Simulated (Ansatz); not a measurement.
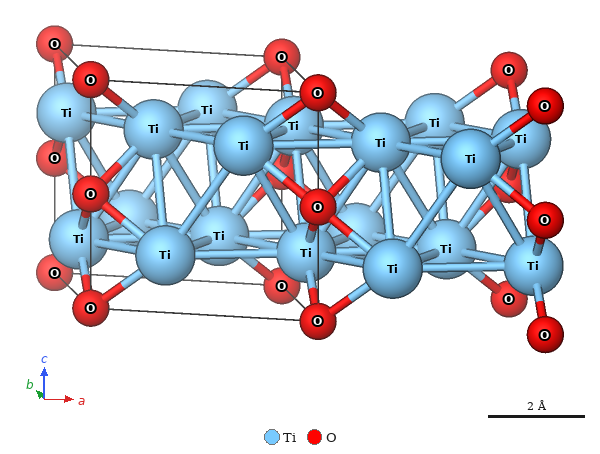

This is a crystal of Ti3O (set up in P6_3/mcm). The picture is a ball-and-stick view of the cell of the calculation, repeated 2 × 1 × 1 with one cell outlined, seen from a free direction.

These are results of DFT r2SCAN, scalar-relativistic, plane waves, PAW (Ansatz 0.2.0), not measurements. Settings: plane-wave cutoff 500 eV; k-point mesh 12 × 12 × 8; occupations gaussian; smearing width 0.1 eV; no spin polarisation.

The variant: The volume is changed by −12.0 %. The cell's shape and the atoms are relaxed at that volume.

What does the calculation give for the changed structure?

Answer. Cell: a = b 5.129 → 4.888 Å (−4.7 %), c 4.854 → 4.703 Å (−3.1 %). Volume −12.0 %. The largest moves relative to the cell, 0.031 Å, are those of Ti atoms. O stays in place. Near-neighbour distances before and after: Ti–Ti 2.984 → 2.816 Å, Ti–Ti 2.999 → 2.853 Å, Ti–Ti 2.954 → 2.865 Å, Ti–Ti 2.916 → 2.833 Å. The space group stays P6_3/mcm (No. 193). The energy rises by 116 meV per atom. Pressure: 0.0 GPa before, 24.9 GPa after.

Drawn alike, the variant:

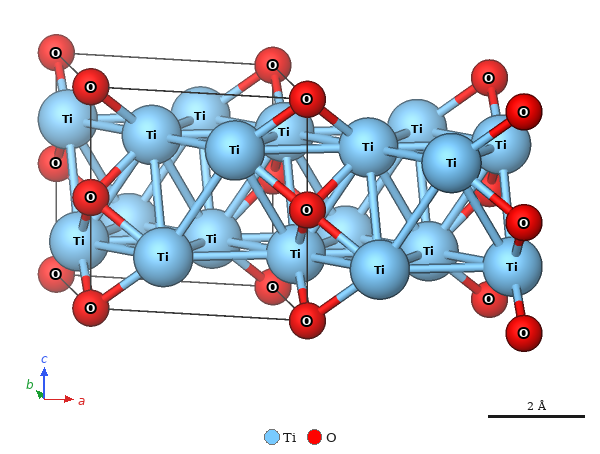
